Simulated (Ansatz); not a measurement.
System: TaN, space group P-6m2 (No. 187).

The given structure:
```
CELL_PARAMETERS angstrom
2.93800 0.00000 0.00000
-1.46900 2.54438 0.00000
0.00000 0.00000 2.88300
ATOMIC_POSITIONS crystal
Ta 0.33333 0.66667 0.50000
N 0.00000 0.00000 0.00000
```

How it was computed, with Ansatz 0.2.0: all atoms of one element of a crystal moved along a line, all else fixed, by plane-wave density functional theory with PAW datasets, free energies less that of the undisturbed cell; scalar-relativistic. Level: LDA, no spin polarisation.

wave cutoff 420 eV; k mesh 18×18×16; occupations Gaussian; smearing width 0.15 eV; k shift (0, 0, 0) (mesh steps); start as given; moved element N; direction (0, 0, 1) (Cartesian unit vector).

The points at displacement −0.225, −0.075, 0.15 and 0.3 follow from computed ones by symmetry.

What does the calculation give for the energy change and force along the direction (sum over moved atoms) against displacement? The displacement takes the values −0.3000, −0.2250, −0.1500, −0.0750, 0.0000, 0.0750, 0.1500, 0.1875, 0.2250, 0.2625, 0.3000 Å.

The energy rises on both sides of the starting structure, which is therefore a minimum along this path. The energy change is 0.6474 eV/cell at displacement −0.3000 Å and 0.6474 eV/cell at 0.3000 Å; the lowest computed point is at displacement 0.0000 Å (0.0000 eV/cell), and no other minimum shows. The force along the direction (sum over moved atoms) falls from 4.55 eV/Å at displacement −0.3000 Å to −4.55 eV/Å at 0.3000 Å, and changes sign near 0.000 Å. The harmonic force constant k (E = k x²/2 near the start) is 13.2 eV/Å².

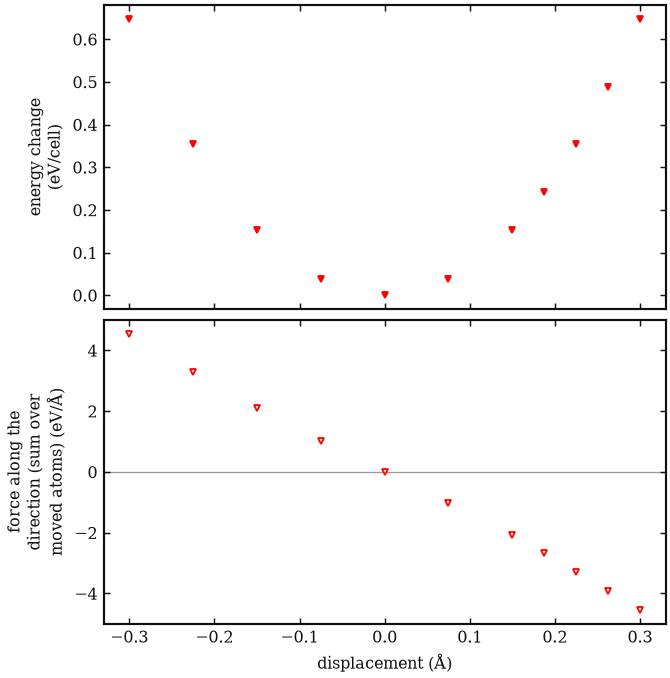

Caveats: reference crystal is not relaxed.
